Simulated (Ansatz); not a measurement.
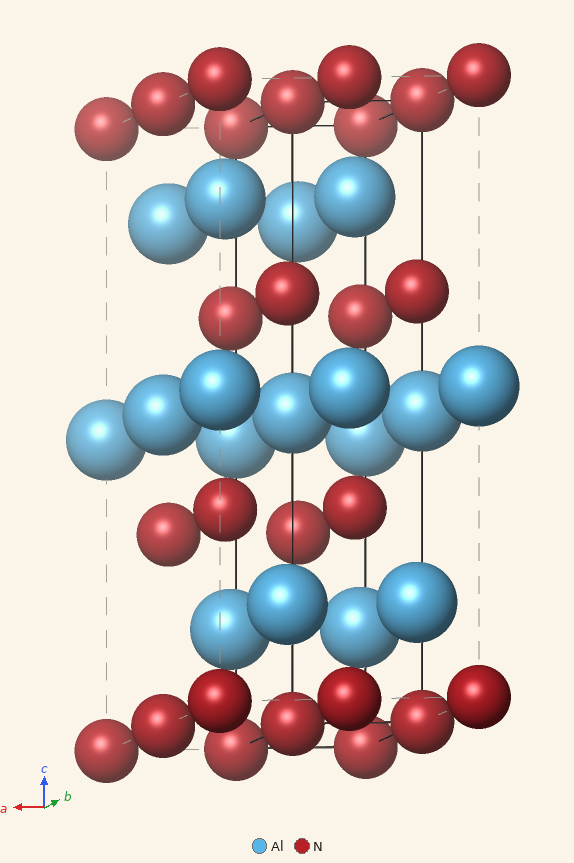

An orthographic spheres-only view of the structure, from a general direction. Shown are 2×2×1 repeats of the conventional unit cell, one of them outlined in solid lines. Cell: a = 2.284 Å, b = 2.284 Å, c = 11.188 Å, α = 90.00°, β = 90.00°, γ = 120.00°.

What structure is drawn here?

The solid is AlN. Its lattice is rhombohedral (trigonal R), its space group R-3m (No. 166). In the cell are 3 Al, 3 N, which makes 3 formula units. Al is linked to six Al and six N in a cuboctahedral arrangement (about 2.3 Å to Al, 2.3 Å to N). Every N atom has six Al at about 2.3 Å as neighbours.

Its origin is a structure listed in the Materials Project. The cell was then strained or its atoms displaced on purpose. It was run through Ansatz as a DFT input.

At this level of theory the cell isn't at rest (compressed, at 65 GPa), so its distances can differ from those at equilibrium, the more so the softer the solid.
